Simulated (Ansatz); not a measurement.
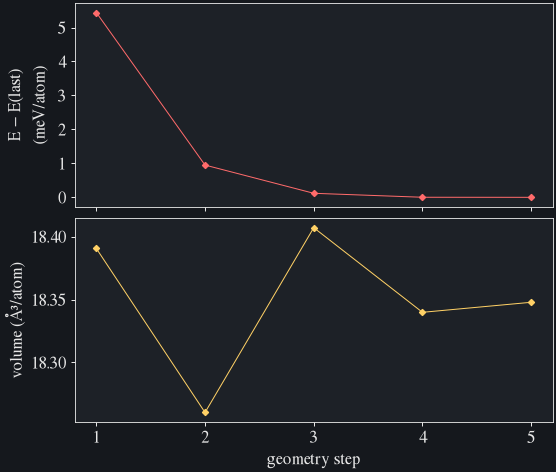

History of a geometry optimisation. Atoms and cell relax. A closing SCF on a freshly chosen basis isn't drawn.

- system: Au (P6/mmm, 3 atoms in the cell)
- method: DFT PBE, scalar-relativistic, plane waves, PAW in Ansatz 0.2.0; cutoff 420 eV, 12×12×16 k-mesh, Gaussian smearing of 0.1 eV

How did the optimisation end?

Answer. The optimisation met its thresholds at geometry 5, counting the start as the first. The energy fell by about 5.4 meV/atom from the first step to the last. All forces vanish by symmetry, so only the cell moves.

What happens to the cell?

Answer. The volume shrinks from 18.39 to 18.35 Å³ per atom (−0.2 %), overshooting to 18.26 at step 2.
